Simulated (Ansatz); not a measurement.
# Run report: Hf, geometry relaxation

Hf (4 atoms in the cell), computed with DFT LDA, scalar-relativistic, plane waves, PAW, no spin polarisation (Ansatz 0.2.0).

The structure was made by swapping elements on the sites of another compound; it need not be a known phase. It belongs to a series of runs on one base structure; here: Si -> Hf on all its sites, cell and atoms relaxed. Figures and captions count atoms from 1; the log counts them from 0 in places.

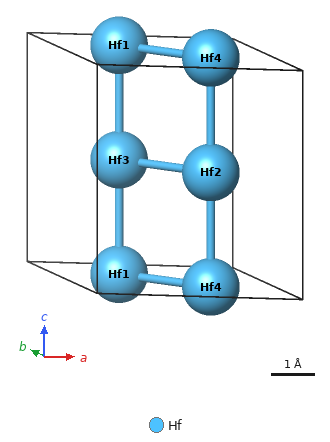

The input geometry (ball-and-stick view of the cell of the calculation, seen slightly off an axis; atoms are numbered from 1 in the order of the input). Near neighbours in the crystal (not all of them lie inside the picture): Hf has 5 Hf at 2.72 to 2.83 Å.

### The input
```yaml
crystal:
  lattice:
    - [4.8948308294, 0.0, 0.0]
    - [-2.4474154147, 4.2390478455, 0.0]
    - [0.0, 0.0, 5.4365990455]
  atoms:
    - { symbol: Hf, position: [0.3333333333, 0.6666666667, -0.0001408581] }
    - { symbol: Hf, position: [0.6666666667, 0.3333333333, 0.4998591419] }
    - { symbol: Hf, position: [0.3333333333, 0.6666666667, 0.5001408581] }
    - { symbol: Hf, position: [0.6666666667, 0.3333333333, 1.0001408581] }
basis:
  ecutwfc: 420
kpoints:
  mp_grid: { grid: [12, 12, 8] }
hamiltonian:
  xc: lda
scf:
  occupations: { method: gaussian, width: 0.1 }
output:
  forces: true
  stress: true
  eigenvalues: true
relax:
  adjacent_minimum: "off"
  f_tol: 0.01
  max_steps: 60
  cell: { stress_tol: 0.1 }
```

Machine: 1 thread of Oxide Virtual Turin-like (Zen 5), 32 GiB of memory available, shared host.

Launch command:
```bash
ansatz run input.yaml --threads 1 --pin off --max-ram 2560MiB --backend cpu --events-out ev --progress --plain --runs-dir out
```

### Log
```
Engine: ansatz 0.2.0, x86_64-unknown-linux-gnu
Pseudopotentials: kind: paw
Pseudopotential: Hf, paw, valence charge 26, recommended cutoff 420 eV (normal), Hf.paw.azcp
Functional definition: SPW92
  exchange = slater_x
  correlation = pw_c
Crystal: 4 atoms, lattice volume = 112.806 Å³
Basis set: ecut = 420 eV, 2197 PW (Γ)
Bands: 63, of which v1, the nominal top of the filled ones, is band 52 counted from 1 (51 counted from 0)
Symmetry: 24 space group operations
Space group: P63/mmc (ITA 194), of the structure as read, at distance tolerance 4.8e-5 Å
k-points: 95 of 1152
Non-local potential: Hf, projectors of the file, l = 0: 3, l = 1: 2, l = 2: 2, l = 3: 3
PAW form: soft (Blöchl's): semilocal exchange-correlation on the pseudo side does not see the compensation charge
PAW frozen core: Hf, regenerated for the run's functional, and the local potential with it (the file was generated under x = pbe(κ = 0.804, μ = 0.2195149727645171), c = pbe(β = 0.06672455060314922))
PAW one-centre angular grid: Hf, 590 points (default); XC on 64 Gauss nodes
Initial density: superposition of atomic densities (neutral atoms: chi_scale 0, normalization atom), corrected by the library's trained network
Initial wavefunctions: pseudopotential atomic-orbital guess
Functional: x = slater, c = lda
SCF iter   1: F=—  HF=-61900.464912 eV  |F-HF|=—  |Δ(HF+E_count)|=         —  Δρ=5.56e-3  dr2=5.60e-2  ethr=1.77e-3  ⟨swp⟩=4.4  Hψ=17841  notcnv=0  defer=7
preconditioner: auto → LDOS  [metal: Δε(μ)=0.006 eV  Ē_g=16.948 eV  σ=0.100 eV  W_gap=0.04  n_scr=28 (ndim 8)  ℏωp=34.3 eV  f_vac=0.120  D(μ)=6.85/eV (n_scr^D=70)  β→1.0]
SCF iter   2: F=—  HF=-61900.451117 eV  |F-HF|=—  |Δ(HF+E_count)|=   1.38e-2  Δρ=2.18e-3  dr2=4.51e-3  ethr=5.38e-5  ⟨swp⟩=2.0  Hψ=10367  notcnv=0  defer=18
SCF iter   3: F=—  HF=-61900.455179 eV  |F-HF|=—  |Δ(HF+E_count)|=   4.06e-3  Δρ=2.22e-3  dr2=5.42e-3  ethr=4.34e-6  ⟨swp⟩=3.0  Hψ=12592  notcnv=0  defer=18
SCF iter   4: F=—  HF=-61900.447842 eV  |F-HF|=—  |Δ(HF+E_count)|=   7.34e-3  Δρ=3.19e-4  dr2=8.04e-5  ethr=4.34e-6  ⟨swp⟩=2.1  Hψ=10524  notcnv=0  defer=18
SCF iter   5: F=—  HF=-61900.447819 eV  |F-HF|=—  |Δ(HF+E_count)|=   2.32e-5  Δρ=6.10e-5  dr2=3.73e-6  ethr=7.73e-8  ⟨swp⟩=2.1  Hψ=10490  notcnv=0  defer=18
SCF iter   6: F=—  HF=-61900.447818 eV  |F-HF|=—  |Δ(HF+E_count)|=   9.81e-7  Δρ=1.59e-5  dr2=2.16e-7  ethr=3.58e-9  ⟨swp⟩=2.2  Hψ=10393  notcnv=0  defer=18
SCF iter   7: F=-61900.447818 eV  HF=-61900.447818 eV  |F-HF|=1.59e-9  |Δ(HF+E_count)|=   1.30e-8  Δρ=4.40e-6  dr2=1.29e-8  ethr=9.62e-11  ⟨swp⟩=9.4  Hψ=27659  notcnv=0
SCF 1 converged in 7 iterations: F = -61900.447818 eV  dr2 = 1.29e-8
  greatest PAW one-centre occupation: 0.998 electrons in one spin orbital (limit 2), on the Hf atom at site 3 (counted from 0), in its partial waves of l = 3
relax step   1: F+E_penalty+E_count = -61900.44781799 eV  Δ(F+E_penalty+E_count) = +0.000e0 eV  max|allowed force component| = 2.181e-2 eV/Å  Δτ_max = 0.0000 Å  P = -0.101 GPa  Ω = 112.806 Å³  (7 SCF iters, dr2 threshold 1.00e-7 eV, accepted)
Crystal: 4 atoms, lattice volume = 112.363 Å³
Initial density: handed on by an earlier stage of this run
Initial wavefunctions: those handed on with the density
iter 1 solved again at ethr=7.61e-8 eV; its pass at ethr=3.10e-3 eV (dr2=7.91e-5 eV) is discarded
SCF iter   1: F=—  HF=-61900.447782 eV  |F-HF|=—  |Δ(HF+E_count)|=         —  Δρ=1.97e-4  dr2=5.80e-5  ethr=7.61e-8  ⟨swp⟩=3.0  Hψ=25866  notcnv=0
preconditioner: auto → LDOS  [metal: Δε(μ)=0.008 eV  Ē_g=16.884 eV  σ=0.100 eV  W_gap=0.04  n_scr=28 (ndim 8)  ℏωp=34.3 eV  f_vac=0.127  D(μ)=6.83/eV (n_scr^D=70)  β→1.0]
SCF iter   2: F=—  HF=-61900.447768 eV  |F-HF|=—  |Δ(HF+E_count)|=   1.33e-5  Δρ=1.03e-4  dr2=1.40e-5  ethr=5.58e-8  ⟨swp⟩=2.0  Hψ=10928  notcnv=0
SCF iter   3: F=—  HF=-61900.447768 eV  |F-HF|=—  |Δ(HF+E_count)|=   1.78e-7  Δρ=7.03e-5  dr2=3.80e-6  ethr=1.35e-8  ⟨swp⟩=2.0  Hψ=10947  notcnv=0
SCF iter   4: F=—  HF=-61900.447762 eV  |F-HF|=—  |Δ(HF+E_count)|=   5.85e-6  Δρ=1.29e-5  dr2=1.83e-7  ethr=3.65e-9  ⟨swp⟩=2.1  Hψ=10947  notcnv=0
SCF iter   5: F=-61900.447762 eV  HF=-61900.447762 eV  |F-HF|=7.86e-10  |Δ(HF+E_count)|=   8.12e-8  Δρ=3.86e-6  dr2=9.92e-9  ethr=3.53e-11  ⟨swp⟩=5.7  Hψ=25386  notcnv=0
SCF 2 converged in 5 iterations: F = -61900.447762 eV  dr2 = 9.92e-9
relax step   2: F+E_penalty+E_count = -61900.44776208 eV  Δ(F+E_penalty+E_count) = +5.591e-5 eV  max|allowed force component| = 4.904e-2 eV/Å  Δτ_max = 0.0025 Å  P = +0.120 GPa  Ω = 112.363 Å³  energy of the carried Pulay correction = +7.924e-5 eV  (5 SCF iters, dr2 threshold 3.68e-8 eV, rejected (line search))
Crystal: 4 atoms, lattice volume = 112.602 Å³
iter 1 solved again at ethr=2.38e-8 eV; its pass at ethr=3.10e-3 eV (dr2=2.48e-5 eV) is discarded
SCF iter   1: F=—  HF=-61900.447976 eV  |F-HF|=—  |Δ(HF+E_count)|=         —  Δρ=1.11e-4  dr2=1.76e-5  ethr=2.38e-8  ⟨swp⟩=2.9  Hψ=25609  notcnv=0
preconditioner: auto → LDOS  [metal: Δε(μ)=0.005 eV  Ē_g=16.884 eV  σ=0.100 eV  W_gap=0.03  n_scr=28 (ndim 8)  ℏωp=34.3 eV  f_vac=0.128  D(μ)=6.86/eV (n_scr^D=70)  β→1.0]
SCF iter   2: F=—  HF=-61900.447971 eV  |F-HF|=—  |Δ(HF+E_count)|=   4.52e-6  Δρ=5.69e-5  dr2=4.00e-6  ethr=1.69e-8  ⟨swp⟩=2.0  Hψ=10927  notcnv=0
SCF iter   3: F=—  HF=-61900.447970 eV  |F-HF|=—  |Δ(HF+E_count)|=   6.78e-7  Δρ=4.00e-5  dr2=1.19e-6  ethr=3.85e-9  ⟨swp⟩=2.0  Hψ=10947  notcnv=0
SCF iter   4: F=—  HF=-61900.447968 eV  |F-HF|=—  |Δ(HF+E_count)|=   1.90e-6  Δρ=7.36e-6  dr2=5.96e-8  ethr=1.14e-9  ⟨swp⟩=2.1  Hψ=10946  notcnv=0
SCF iter   5: F=—  HF=-61900.447968 eV  |F-HF|=—  |Δ(HF+E_count)|=   1.55e-8  Δρ=2.41e-6  dr2=5.45e-9  ethr=5.73e-11  ⟨swp⟩=2.0  Hψ=10941  notcnv=0
SCF iter   6: F=—  HF=-61900.447968 eV  |F-HF|=—  |Δ(HF+E_count)|=  5.97e-10  Δρ=9.61e-7  dr2=7.82e-10  ethr=5.24e-12  ⟨swp⟩=2.0  Hψ=10582  notcnv=0
SCF iter   7: F=-61900.447968 eV  HF=-61900.447968 eV  |F-HF|=2.91e-11  |Δ(HF+E_count)|=  2.91e-11  Δρ=1.53e-7  dr2=1.59e-11  ethr=1.00e-12  ⟨swp⟩=5.3  Hψ=24771  notcnv=0
SCF 3 converged in 7 iterations: F = -61900.447968 eV  dr2 = 1.59e-11
relax step   3: F+E_penalty+E_count = -61900.44796847 eV  Δ(F+E_penalty+E_count) = -1.505e-4 eV  max|allowed force component| = 9.139e-5 eV/Å  Δτ_max = 0.0008 Å  P = -0.003 GPa  Ω = 112.602 Å³  energy of the carried Pulay correction = +3.637e-5 eV  (7 SCF iters, accepted)
Initial wavefunctions: pseudopotential atomic-orbital guess (no wavefunctions were taken with the density)
iter 1 solved again at ethr=4.17e-8 eV; its pass at ethr=3.10e-3 eV (dr2=4.34e-5 eV) is discarded
SCF iter   1: F=—  HF=-61900.447934 eV  |F-HF|=—  |Δ(HF+E_count)|=         —  Δρ=2.19e-6  dr2=8.54e-10  ethr=4.17e-8  ⟨swp⟩=3.9  Hψ=36837  notcnv=0
eigensolver tolerance schedule: the retry pair's looser diagonalisation over-reported the residual by 50760.97 of it (diagonalisation noise at 2.15 of the residual, at the tolerance the schedule requests for it); recorded, not acted on — ethr = c·dr2/N_el stays at c = 1.0e-1
SCF iter   2: F=—  HF=-61900.447931 eV  |F-HF|=—  |Δ(HF+E_count)|=   3.01e-6  Δρ=1.56e-6  dr2=1.84e-9  ethr=1.00e-12  ⟨swp⟩=4.4  Hψ=19232  notcnv=0
SCF iter   3: F=-61900.447931 eV  HF=-61900.447931 eV  |F-HF|=2.26e-10  |Δ(HF+E_count)|=   4.79e-9  Δρ=4.00e-7  dr2=1.38e-10  ethr=1.00e-12  ⟨swp⟩=5.2  Hψ=33254  notcnv=0
SCF 4 converged in 3 iterations: F = -61900.447931 eV  dr2 = 1.38e-10
  greatest PAW one-centre occupation: 0.998 electrons in one spin orbital (limit 2), on the Hf atom at site 2 (counted from 0), in its partial waves of l = 3
relax step   4: F+E_penalty+E_count = -61900.44793088 eV  Δ(F+E_penalty+E_count) = +3.759e-5 eV  max|allowed force component| = 9.139e-5 eV/Å  Δτ_max = 0.0000 Å  P = -0.003 GPa  Ω = 112.602 Å³  stress off target by 1.87e-2 GPa  SCF on the basis re-selected at this cell (its energy is not comparable with the rows above)  (3 SCF iters)
```

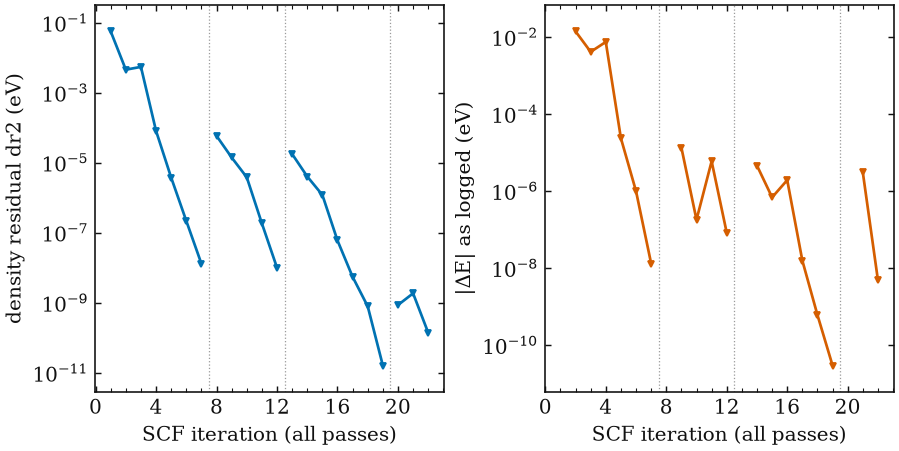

Convergence of the self-consistent field: density residual dr2 and size of the energy change against the SCF iteration. The dotted lines part the SCF passes of the relaxation: geometry steps, rejected trials and re-solves on a re-selected basis. The passes take 7, 5, 7 and 3 iterations.

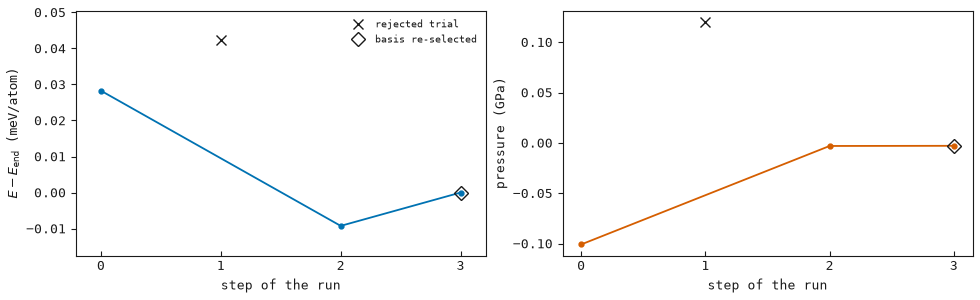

Progress of the relaxation, step by step (the first geometry is step 0 here and step 1 in the log). No atom moves by more than 0.005 Å relative to the cell. Cell: a = b 4.895 → 4.891 Å (−0.1 %), c 5.437 → 5.436 Å (0.0 %). Volume −0.2 %. The space group stays P6/mmm (No. 191). After 2 geometry steps the energy has fallen by next to nothing (0.0 meV per atom). The largest force component goes from 0.022 to under 0.0001 eV/Å. Pressure: −0.10 GPa at the start and 0.00 GPa at the end. The line search rejected the trial step at point 1 (counted from 0) and went back. A last SCF at the same geometry on a re-selected plane-wave basis shifts the energy by +0.0 meV per atom. (Atoms are counted from 1 in the order of the input.)

```
basis re-selected at this cell: Δ(F+E_penalty+E_count) = +3.759e-5 eV, ΔP = +0.000 GPa vs the last step (what re-selecting the basis moved, of the pressure what is left beyond the Pulay correction that the steps carried, after the strain that the cell walked since its last selection, with what the two solves' SCF thresholds leave and, on support functions, any second-order correction that the steps lacked; it is no measure of the basis error at this ecutwfc). This SCF's stress stands 1.87e-2 GPa from its target on what of the cell is left free (relax.cell.stress_tol is 1.00e-1 GPa) and its largest allowed force component is 9.14e-5 eV/Å (relax.f_tol is 1.00e-2 eV/Å): within both
SCF converged after 3 iterations
Free energy (F): -61900.447931 eV
Harris-Foulkes:  -61900.447931 eV  (|F-HF|=2.26e-10)
Internal energy: -61900.413631 eV  (E = F + TS)
E sigma→0 (E₀):  -61900.430781 eV
Entropy (-TS):   -0.034300 eV (-8.575 meV/atom)
Fermi energy:    14.283341 eV
--- Per-component energies (eV) ---
  E_band       = -404.724334
  E_kinetic    = 1716.966603
  E_local      = -25598.840540  (includes V_loc(G=0)·N_el)
  E_nonlocal   = -4929.276277
  E_hartree    = 11915.695314
  E_xc         = -1192.329006
  E_vxc        = -1068.589390  (∫ρ·V_xc dr)
  E_paw        = -26748.108246  (= ΣΔE_a)
  E_vpaw       = 5643.626977  (= ΣTr[D̂ρ^β])
  E_aug_tail   = -0.000006  (compensation charges beyond the density's cutoff)
  E_ewald      = -17074.350443
  E_core_change = 9.828970  (= ΣΔE_core)
  E_smearing   = -0.034300  (= −TS)
  E_closure    = -0.000000  (closes the sum)
  Σ components = -61900.447931   (vs F -61900.447931, Δ=0.00e0)
--- Forces (eV/Å), atoms counted from 1 ---
  atom   1  Hf     0.00000000     0.00000000    -0.00009139
  atom   2  Hf     0.00000000    -0.00000000    -0.00009139
  atom   3  Hf     0.00000000     0.00000000     0.00009139
  atom   4  Hf     0.00000000    -0.00000000     0.00009139
  max |Σ_I F_I| component: 5.55e-17 eV/Å
--- Stress (GPa, compression-positive) ---
       -0.013777      -0.000000       0.000000
        0.000000      -0.013777       0.000000
        0.000000       0.000000       0.018741
  P = ⅓ Tr σ = -0.0029 GPa (-0.029 kbar)
--- Band table (eV; the first three rows and the last of 95) ---
  k-point 0: bands = ["-47.3676", "-47.2365", "-47.2330", "-47.1062", "-16.8712", "-16.6170", "-16.4696", "-16.4696", "-16.2519", "-16.2519", "-15.6662", "-15.6662", "-15.4921", "-15.4921", "-15.2305", "-15.0715", "2.6389", "2.6456", "2.6528", "2.6586", "2.6615", "2.6615", "2.6651", "2.6879", "2.7016", "2.7016", "2.7037", "2.7037", "2.7235", "2.7235", "2.7387", "2.7387", "2.7568", "2.7568", "2.7668", "2.7685", "2.7685", "2.7685", "2.7688", "2.7713", "2.7889", "2.8011", "2.8011", "2.8308", "8.5011", "12.4911", "12.4911", "12.5288", "12.7551", "13.0721", "14.4007", "14.4007", "14.9269", "14.9269", "15.5907", "15.5907", "15.6328", "16.6213", "16.6213", "16.7395", "16.7395", "19.0065", "19.0065"]
  k-point 1: bands = ["-47.3625", "-47.2382", "-47.2316", "-47.1113", "-16.8145", "-16.5632", "-16.4614", "-16.4614", "-16.2603", "-16.2603", "-15.6597", "-15.6597", "-15.4989", "-15.4989", "-15.2998", "-15.1361", "2.6432", "2.6459", "2.6525", "2.6589", "2.6649", "2.6650", "2.6650", "2.6918", "2.7029", "2.7029", "2.7070", "2.7070", "2.7247", "2.7247", "2.7374", "2.7374", "2.7555", "2.7555", "2.7640", "2.7640", "2.7668", "2.7684", "2.7689", "2.7712", "2.7811", "2.7971", "2.7971", "2.8230", "8.6371", "12.2744", "12.6005", "12.6005", "12.9092", "13.3332", "14.4419", "14.4419", "14.9007", "14.9007", "15.5536", "15.5536", "15.7636", "16.7162", "16.7162", "16.7174", "16.7174", "18.4784", "18.4784"]
  k-point 2: bands = ["-47.3481", "-47.2529", "-47.2176", "-47.1255", "-16.6509", "-16.4383", "-16.4383", "-16.4079", "-16.2844", "-16.2844", "-15.6411", "-15.6411", "-15.5180", "-15.5180", "-15.4936", "-15.3171", "2.6467", "2.6514", "2.6566", "2.6596", "2.6642", "2.6751", "2.6751", "2.7034", "2.7065", "2.7065", "2.7166", "2.7166", "2.7281", "2.7281", "2.7336", "2.7336", "2.7514", "2.7514", "2.7521", "2.7521", "2.7603", "2.7670", "2.7682", "2.7692", "2.7709", "2.7859", "2.7859", "2.8024", "9.0179", "11.6794", "12.9178", "12.9178", "13.3639", "14.0984", "14.5619", "14.5619", "14.7862", "14.7862", "15.4276", "15.4276", "15.8925", "16.6645", "16.6645", "17.0260", "17.0260", "17.6205", "17.6205"]
  k-point 94: bands = ["-47.2366", "-47.2366", "-47.2366", "-47.2366", "-16.4578", "-16.4578", "-16.0063", "-16.0063", "-16.0063", "-16.0063", "-15.9595", "-15.9595", "-15.9595", "-15.9595", "-15.4737", "-15.4737", "2.6964", "2.6964", "2.6964", "2.6964", "2.7006", "2.7006", "2.7075", "2.7075", "2.7075", "2.7075", "2.7089", "2.7089", "2.7121", "2.7121", "2.7121", "2.7121", "2.7466", "2.7466", "2.7466", "2.7466", "2.7481", "2.7481", "2.7481", "2.7481", "2.7548", "2.7548", "2.7599", "2.7599", "12.5486", "12.5486", "12.5486", "12.5486", "12.7498", "12.7498", "13.5633", "13.5633", "15.3179", "15.3179", "15.3179", "15.3179", "16.9011", "16.9011", "16.9011", "16.9011", "18.4313", "18.4313", "18.4313"]
--- Relaxed structure (3 steps of the walk, 2 accepted, 1 SCFs on fresh bases) ---
  F+E_penalty+E_count = -61900.44793088 eV   max|allowed force component| = 9.139e-5 eV/Å   (the final SCF, on the basis selected at the relaxed cell)
  cell:  # Å, volume = 112.6024 Å³
    - [4.8907547550760855, 0.0, 0.0]
    - [-2.4453773775380427, 4.23551786157543, 0.0]
    - [0.0, 0.0, 5.435822238933432]
  atoms:
    - { symbol: Hf, position: [0.33333333333333326, 0.6666666666666665, 5.90870721508725e-7] }
    - { symbol: Hf, position: [0.6666666666666666, 0.33333333333333326, 0.5000005908707216] }
    - { symbol: Hf, position: [0.33333333333333326, 0.6666666666666665, 0.4999994091292785] }
    - { symbol: Hf, position: [0.6666666666666666, 0.33333333333333326, 0.9999994091292785] }
```

### Trajectory as extended XYZ (Å, eV, eV/Å), 4 frames, from step=1 to step=4
```
4
Lattice="4.8948 0.0000 0.0000 -2.4474 4.2390 0.0000 0.0000 0.0000 5.4366" Properties=species:S:1:pos:R:3:forces:R:3 step=1 energy=-61900.44782 pressure_GPa=-0.10
Hf    0.0000    2.8260   -0.0008    0.0000   0.0000   0.0218
Hf    2.4474    1.4130    2.7175    0.0000   0.0000   0.0218
Hf    0.0000    2.8260    2.7191    0.0000   0.0000  -0.0218
Hf    2.4474    1.4130    5.4374    0.0000   0.0000  -0.0218
4
Lattice="4.8865 0.0000 0.0000 -2.4432 4.2318 0.0000 0.0000 0.0000 5.4338" Properties=species:S:1:pos:R:3:forces:R:3 step=2 energy=-61900.44776 pressure_GPa=0.12 accepted=F
Hf    0.0000    2.8212    0.0017    0.0000   0.0000  -0.0490
Hf    2.4432    1.4106    2.7186    0.0000   0.0000  -0.0490
Hf    0.0000    2.8212    2.7152    0.0000   0.0000   0.0490
Hf    2.4432    1.4106    5.4320    0.0000   0.0000   0.0490
4
Lattice="4.8908 0.0000 0.0000 -2.4454 4.2355 0.0000 0.0000 0.0000 5.4358" Properties=species:S:1:pos:R:3:forces:R:3 step=3 energy=-61900.44797 pressure_GPa=-0.00
Hf    0.0000    2.8237    0.0000    0.0000   0.0000  -0.0001
Hf    2.4454    1.4118    2.7179    0.0000   0.0000  -0.0001
Hf    0.0000    2.8237    2.7179    0.0000   0.0000   0.0001
Hf    2.4454    1.4118    5.4358    0.0000   0.0000   0.0001
4
Lattice="4.8908 0.0000 0.0000 -2.4454 4.2355 0.0000 0.0000 0.0000 5.4358" Properties=species:S:1:pos:R:3:forces:R:3 step=4 energy=-61900.44793 pressure_GPa=-0.00
Hf    0.0000    2.8237    0.0000    0.0000   0.0000  -0.0001
Hf    2.4454    1.4118    2.7179    0.0000   0.0000  -0.0001
Hf    0.0000    2.8237    2.7179    0.0000   0.0000   0.0001
Hf    2.4454    1.4118    5.4358    0.0000   0.0000   0.0001
```

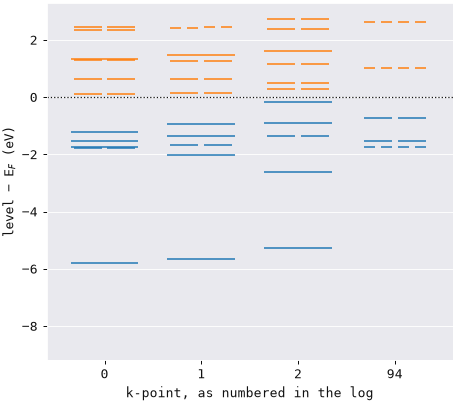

Kohn–Sham levels near the Fermi level (dotted) at the few k-points that the log prints; levels within 0.02 eV of each other stand side by side. The system is metallic on the full mesh.

### Summary

- outcome: converged
- space group (tolerance 0.01 Å): P6/mmm (191)
- electrons treated: 104
- free energy: −61900.4479 eV
- Fermi energy: 14.283 eV
- gap on the k-point mesh: none (metallic)
- pressure: 0.00 GPa
- final volume: 112.60 Å³
- largest force (length of the vector) at the end: under 0.001 eV/Å
- final cell: a = 4.891 Å, b = 4.891 Å, c = 5.436 Å, α = 90.00°, β = 90.00°, γ = 120.00°
- wall time: 2.1 min
- peak memory: 0.74 GiB

Spin–orbit coupling is left out, which matters for Hf.
